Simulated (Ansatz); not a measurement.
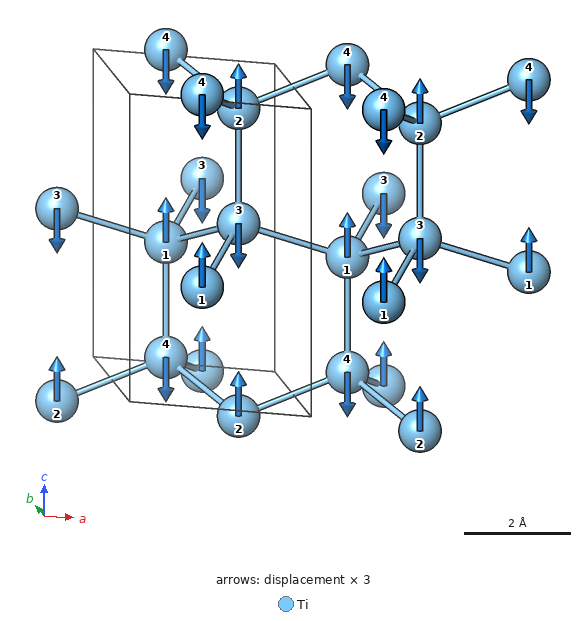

A relaxation of a crystal of Ti (built on the lonsdaleite_194 type) (coarse preliminary run). The starting structure is drawn; blue arrows show the displacements (the part carried along by the change of the cell is left out), magnified 3 times.

Style: ball-and-stick. Shown: the cell of the calculation, repeated 2 × 1 × 1 with one cell outlined, slightly off an axis.

Case: lonsdaleite type (P6_3/mmc, No. 194).

The calculation used DFT r2SCAN, scalar-relativistic, plane waves, PAW in Ansatz. Set-up: plane-wave cutoff 500 eV; k-point mesh 6 × 6 × 4; occupations gaussian; smearing width 0.1 eV; no spin polarisation; cell and atoms relaxed; force threshold 0.04 eV/Å; at most 70 steps.

> What happened in the run?

The energy falls by 1129 meV per atom in 10 accepted moves (14 points after the start). Largest force component: 0.16 eV/Å at the start, 0.014 eV/Å at the end. The pressure goes from 9.73 to 0.08 GPa. The line search rejected the trial steps at points 7, 9 of the run. At 2 points the geometry stayed and the basis and grid were re-selected for the new cell (energy shift of 25.3 meV per atom at most each time). The largest moves relative to the cell, 0.30 Å, are those of Ti1, Ti2, Ti3 and Ti4. Ti3 goes along −c. The volume changes by +37.2 %, with a = b 3.646 → 4.807 Å (+31.8 %), c 6.016 → 4.749 Å (−21.1 %). Among the contacts that change: Ti1–Ti4 3.760 → 2.376 Å, Ti1–Ti3 2.235 → 2.775 Å, Ti1–Ti4 (another image) 2.256 → 2.373 Å. New bonds form: Ti1–Ti4 (3.76 → 2.38 Å), Ti2–Ti3 (3.76 → 2.38 Å). The space group (tolerance 0.01 Å) goes from P6_3/mmc (No. 194) to P6/mmm (No. 191).
